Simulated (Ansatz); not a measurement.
**SnO: geometry relaxation (part 3 of 3)**

Continued. System: SnO (Cmc2₁, 8 atoms in the cell). Method: DFT with r2SCAN, PAW plane waves, no spin polarisation (Ansatz 0.2.0); cutoff 500 eV, 5×5×2 k-mesh, Fermi–Dirac smearing. The structure derives from an entry of the Crystallography Open Database.

## Output, continued
```
  k-point 17: bands = ["-13.2662", "-13.2662", "-13.2335", "-13.2335", "-12.7697", "-12.7697", "-12.7666", "-12.7666", "-12.7457", "-12.7457", "-12.7403", "-12.7403", "-12.6723", "-12.6723", "-12.6647", "-12.6647", "-12.6543", "-12.6543", "-12.6489", "-12.6489", "-10.2865", "-10.2865", "-10.0307", "-10.0307", "0.3712", "0.3712", "0.6260", "0.6260", "3.5650", "3.5650", "4.0329", "4.0329", "6.2606", "6.2606", "6.6967", "6.6967", "6.9265", "6.9265", "7.4222", "7.4222", "11.1160", "11.1160", "11.2899", "11.2899", "14.3113", "14.3113", "15.1529", "15.1529"]
--- Relaxed structure (9 steps of the walk, 8 accepted, 1 SCFs on fresh bases) ---
  F+E_penalty+E_count = -26429.38252139 eV   max|allowed force component| = 1.294e-3 eV/Å   (the final SCF, on the basis selected at the relaxed cell)
  cell:  # Å, volume = 143.4653 Å³
    - [2.6918297029182376, 2.692234261787691, 0.0]
    - [2.6918297029182376, -2.692234261787691, 0.0]
    - [0.0, 0.0, -9.898204942035724]
  atoms:
    - { symbol: Sn, position: [0.000134078111147495, -0.000134078111147495, 0.0055567959678368] }
    - { symbol: Sn, position: [-0.000134078111147495, 0.000134078111147495, 0.5055567959678368] }
    - { symbol: Sn, position: [0.4998695244641886, 0.5001304755358115, 0.7374447770868713] }
    - { symbol: Sn, position: [0.5001304755358115, 0.4998695244641886, 0.23744477708687128] }
    - { symbol: O, position: [0.49986833710503314, 1.0001250731609097, 0.6214992134726459] }
    - { symbol: O, position: [0.5001316628949666, -0.00012507316090981657, 0.12149921347264596] }
    - { symbol: O, position: [-0.00012507316090981657, 0.5001316628949666, 0.6214992134726459] }
    - { symbol: O, position: [1.0001250731609097, 0.49986833710503314, 0.12149921347264596] }
```

## Trajectory as extended XYZ (Å, eV, eV/Å), 10 frames, from step=1 to step=10
```
8
Lattice="2.5308 2.8952 0.0000 2.5308 -2.8952 0.0000 0.0000 0.0000 -11.2569" Properties=species:S:1:pos:R:3:forces:R:3 step=1 energy=-26421.33438 pressure_GPa=3.72
Sn    0.0000    0.0000    0.0000    0.0000   0.4274  -2.1453
Sn    0.0000    0.0000   -5.6285    0.0000  -0.4274  -2.1453
Sn    2.5308   -0.3416   -8.3977    0.0000   1.3843   0.3503
Sn    2.5308    0.3416   -2.7692    0.0000  -1.3843   0.3503
O     3.4419   -1.4476   -6.9793    8.4439  -0.4255   0.8975
O     1.6197    1.4476   -1.3508   -8.4439   0.4255   0.8975
O     1.6197   -1.4476   -6.9793   -8.4439  -0.4255   0.8975
O     3.4419    1.4476   -1.3508    8.4439   0.4255   0.8975
8
Lattice="2.5646 2.8178 0.0000 2.5646 -2.8178 0.0000 0.0000 0.0000 -10.9183" Properties=species:S:1:pos:R:3:forces:R:3 step=2 energy=-26427.69708 pressure_GPa=1.31
Sn    0.0000    0.0704   -0.1607    0.0000   0.3223  -0.2689
Sn    0.0000   -0.0704   -5.6199    0.0000  -0.3223  -0.2689
Sn    2.5646   -0.2307   -8.0238    0.0000   0.8655   0.2971
Sn    2.5646    0.2307   -2.5647    0.0000  -0.8655   0.2971
O     3.6809   -1.4142   -6.7496    3.2963  -0.2512  -0.0141
O     1.4482    1.4142   -1.2904   -3.2963   0.2512  -0.0141
O     1.4482   -1.4142   -6.7496   -3.2963  -0.2512  -0.0141
O     3.6809    1.4142   -1.2904    3.2963   0.2512  -0.0141
8
Lattice="2.6243 2.6784 0.0000 2.6243 -2.6784 0.0000 0.0000 0.0000 -10.7711" Properties=species:S:1:pos:R:3:forces:R:3 step=3 energy=-26429.04920 pressure_GPa=3.80
Sn    0.0000    0.1260   -0.1778    0.0000  -0.3375   0.8598
Sn    0.0000   -0.1260   -5.5634    0.0000   0.3375   0.8598
Sn    2.6243   -0.1234   -7.8556    0.0000   0.5872  -0.5600
Sn    2.6243    0.1234   -2.4701    0.0000  -0.5872  -0.5600
O     3.8762   -1.3616   -6.6790    0.8630  -0.4122  -0.1498
O     1.3725    1.3616   -1.2934   -0.8630   0.4122  -0.1498
O     1.3725   -1.3616   -6.6790   -0.8630  -0.4122  -0.1498
O     3.8762    1.3616   -1.2934    0.8630   0.4122  -0.1498
8
Lattice="2.6803 2.6869 0.0000 2.6803 -2.6869 0.0000 0.0000 0.0000 -10.5231" Properties=species:S:1:pos:R:3:forces:R:3 step=4 energy=-26429.35256 pressure_GPa=0.04
Sn    0.0000    0.0399   -0.1255    0.0000  -0.0276   0.1112
Sn    0.0000   -0.0399   -5.3870    0.0000   0.0276   0.1112
Sn    2.6803   -0.0374   -7.6934    0.0000   0.0116  -0.1062
Sn    2.6803    0.0374   -2.4319    0.0000  -0.0116  -0.1062
O     4.0207   -1.3810   -6.5399   -0.0060   0.0084  -0.0025
O     1.3398    1.3810   -1.2784    0.0060  -0.0084  -0.0025
O     1.3398   -1.3810   -6.5399    0.0060   0.0084  -0.0025
O     4.0207    1.3810   -1.2784   -0.0060  -0.0084  -0.0025
8
Lattice="2.6850 2.6850 0.0000 2.6850 -2.6850 0.0000 0.0000 0.0000 -10.3103" Properties=species:S:1:pos:R:3:forces:R:3 step=5 energy=-26429.37052 pressure_GPa=-0.23
Sn    0.0000   -0.0329   -0.0956    0.0000   0.0177  -0.0216
Sn    0.0000    0.0329   -5.2508    0.0000  -0.0177  -0.0216
Sn    2.6850    0.0330   -7.5646    0.0000  -0.0218   0.0161
Sn    2.6850   -0.0330   -2.4094    0.0000   0.0218   0.0161
O     4.0286   -1.3110   -6.4080   -0.0136  -0.0070   0.0028
O     1.3414    1.3110   -1.2529    0.0136   0.0070   0.0028
O     1.3414   -1.3110   -6.4080    0.0136  -0.0070   0.0028
O     4.0286    1.3110   -1.2529   -0.0136   0.0070   0.0028
8
Lattice="2.6899 2.6850 0.0000 2.6899 -2.6850 0.0000 0.0000 0.0000 -9.9194" Properties=species:S:1:pos:R:3:forces:R:3 step=6 energy=-26429.38604 pressure_GPa=-0.10
Sn    0.0000   -0.0122   -0.0501    0.0000   0.0322  -0.1012
Sn    0.0000    0.0122   -5.0098    0.0000  -0.0322  -0.1012
Sn    2.6899    0.0094   -7.3190    0.0000  -0.0265   0.0850
Sn    2.6899   -0.0094   -2.3594    0.0000   0.0265   0.0850
O     4.0385   -1.3388   -6.1654   -0.0418   0.0214   0.0081
O     1.3414    1.3388   -1.2057    0.0418  -0.0214   0.0081
O     1.3414   -1.3388   -6.1654    0.0418   0.0214   0.0081
O     4.0385    1.3388   -1.2057   -0.0418  -0.0214   0.0081
8
Lattice="2.6956 2.6996 0.0000 2.6956 -2.6996 0.0000 0.0000 0.0000 -9.8574" Properties=species:S:1:pos:R:3:forces:R:3 step=7 energy=-26429.38589 pressure_GPa=0.17 accepted=F
Sn    0.0000    0.0060   -0.0593    0.0000  -0.0046   0.1232
Sn    0.0000   -0.0060   -4.9880    0.0000   0.0046   0.1232
Sn    2.6956   -0.0039   -7.2652    0.0000  -0.0060  -0.1165
Sn    2.6956    0.0039   -2.3365    0.0000   0.0060  -0.1165
O     4.0430   -1.3557   -6.1262    0.0044   0.0061  -0.0033
O     1.3483    1.3557   -1.1975   -0.0044  -0.0061  -0.0033
O     1.3483   -1.3557   -6.1262   -0.0044   0.0061  -0.0033
O     4.0430    1.3557   -1.1975    0.0044  -0.0061  -0.0033
8
Lattice="2.6915 2.6910 0.0000 2.6915 -2.6910 0.0000 0.0000 0.0000 -9.9018" Properties=species:S:1:pos:R:3:forces:R:3 step=8 energy=-26429.38823 pressure_GPa=-0.01
Sn    0.0000   -0.0029   -0.0543    0.0000   0.0053  -0.0129
Sn    0.0000    0.0029   -5.0052    0.0000  -0.0053  -0.0129
Sn    2.6915    0.0025   -7.3025    0.0000  -0.0044   0.0108
Sn    2.6915   -0.0025   -2.3517    0.0000   0.0044   0.0108
O     4.0377   -1.3439   -6.1540   -0.0055   0.0026   0.0011
O     1.3453    1.3439   -1.2031    0.0055  -0.0026   0.0011
O     1.3453   -1.3439   -6.1540    0.0055   0.0026   0.0011
O     4.0377    1.3439   -1.2031   -0.0055  -0.0026   0.0011
8
Lattice="2.6918 2.6922 0.0000 2.6918 -2.6922 0.0000 0.0000 0.0000 -9.8982" Properties=species:S:1:pos:R:3:forces:R:3 step=9 energy=-26429.38827 pressure_GPa=-0.00
Sn    0.0000    0.0007   -0.0550    0.0000  -0.0005   0.0009
Sn    0.0000   -0.0007   -5.0041    0.0000   0.0005   0.0009
Sn    2.6918   -0.0007   -7.2994    0.0000   0.0004  -0.0007
Sn    2.6918    0.0007   -2.3503    0.0000  -0.0004  -0.0007
O     4.0377   -1.3468   -6.1517    0.0002   0.0003  -0.0001
O     1.3459    1.3468   -1.2026   -0.0002  -0.0003  -0.0001
O     1.3459   -1.3468   -6.1517   -0.0002   0.0003  -0.0001
O     4.0377    1.3468   -1.2026    0.0002  -0.0003  -0.0001
8
Lattice="2.6918 2.6922 0.0000 2.6918 -2.6922 0.0000 0.0000 0.0000 -9.8982" Properties=species:S:1:pos:R:3:forces:R:3 step=10 energy=-26429.38252 pressure_GPa=0.01
Sn    0.0000    0.0007   -0.0550    0.0000  -0.0005   0.0013
Sn    0.0000   -0.0007   -5.0041    0.0000   0.0005   0.0013
Sn    2.6918   -0.0007   -7.2994    0.0000   0.0004  -0.0010
Sn    2.6918    0.0007   -2.3503    0.0000  -0.0004  -0.0010
O     4.0377   -1.3468   -6.1517    0.0002   0.0003  -0.0001
O     1.3459    1.3468   -1.2026   -0.0002  -0.0003  -0.0001
O     1.3459   -1.3468   -6.1517   -0.0002   0.0003  -0.0001
O     4.0377    1.3468   -1.2026    0.0002  -0.0003  -0.0001
```

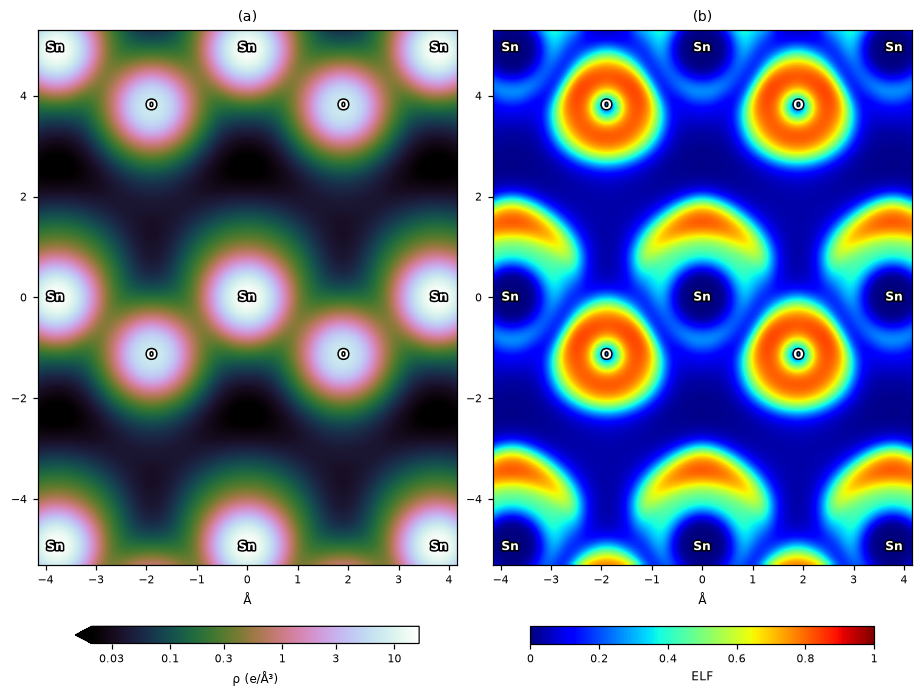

Figure 1. (a) valence pseudo-density; (b) electron localisation function on the (100) plane of the calculation cell. The plane passes through Sn and O nuclei. Sn–O (2.22 Å): the density is about 0.47 e/Å³ at the midpoint; the ELF is about 0.20 at the midpoint. Away from the nuclei the density in this plane falls to 0.02 e/Å³ at its lowest. The fields are those of the smooth PAW valence density.

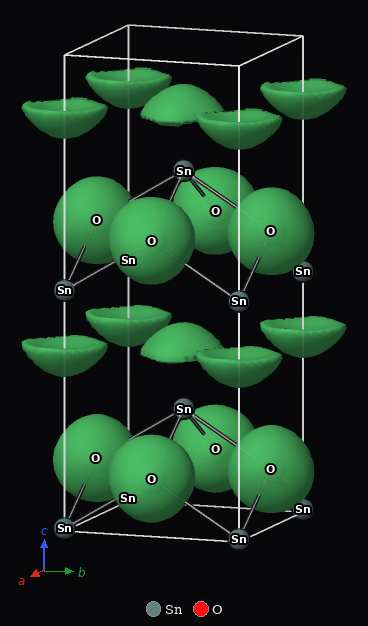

Figure 2. Isosurface of the ELF at 0.65 (green), seen slightly off an axis. Only the valence region is drawn (cores and ρ < 0.01 e/Å³ removed). Sticks mark near contacts. The outline is the calculation cell. Values along the shortest contacts: Sn–O (2.22 Å): the ELF is about 0.20 at the midpoint.

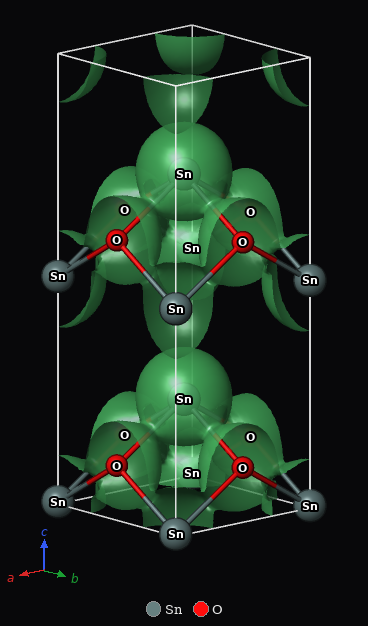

Figure 3. Isosurface of the valence pseudo-density at 0.4 e/Å³ (green), seen at an oblique angle. Sticks mark near contacts. The outline is the calculation cell. At this value the density is joined into sheets; it holds about 80 % of the electrons treated as valence (semicore included). On the grid the lowest density along these lines, outside the cores, is 0.47 e/Å³ (Sn–O, 2.22 Å).

The run was set up as follows.

## Input file
```yaml
crystal:
  lattice:
    - [2.53077852, 2.89521062, 0.0]
    - [2.53077852, -2.89521062, 0.0]
    - [0.0, 0.0, -11.25690284]
  atoms:
    - { symbol: Sn, position: [0.0, 0.0, 0.0] }
    - { symbol: Sn, position: [0.0, 0.0, 0.5] }
    - { symbol: Sn, position: [0.441, 0.559, 0.746] }
    - { symbol: Sn, position: [0.559, 0.441, 0.246] }
    - { symbol: O, position: [0.43, 0.93, 0.62] }
    - { symbol: O, position: [0.57, 0.07, 0.12] }
    - { symbol: O, position: [0.07, 0.57, 0.62] }
    - { symbol: O, position: [0.93, 0.43, 0.12] }
  symmetry: { tolerance: 0.0003 }
kpoints:
  mp_grid: { grid: [5, 5, 2], shift: [0, 0, 0] }
magnetization:
  spin_polarized: false
scf:
  occupations: { method: fermi_dirac }
hamiltonian:
  pseudopotentials: { kind: paw }
  xc: r2scan
basis:
  ecutwfc: 500
output:
  forces: true
  stress: true
  eigenvalues: true
  write_density: true
  write_potential: true
  elf: true
  volumetric_format: npy
relax:
  max_steps: 40
  cell: {}
```

Command:
```bash
ansatz run input.yaml --threads 1 --pin off --max-ram 2560MiB --backend cpu --events-out ev --progress --plain --runs-dir out
```

## Key numbers

| quantity | value |
| --- | --- |
| outcome | converged |
| space group (tolerance 0.01 Å) | Cmc2₁ (36) → P4/nmm (129) |
| electrons treated | 80 |
| free energy | −26429.3825 eV |
| Fermi energy | 9.954 eV |
| pressure | 0.01 GPa |
| final volume | 143.47 Å³ |
| largest force (length of the vector) at the end | 0.001 eV/Å |
| final cell | a = 3.807 Å, b = 3.807 Å, c = 9.898 Å, α = 90.00°, β = 90.00°, γ = 90.01° |
| hardware | 1 thread of Arm Neoverse V1, 24 GiB of memory available, shared host |
| wall time | 5.8 min |
| peak memory | 0.74 GiB |
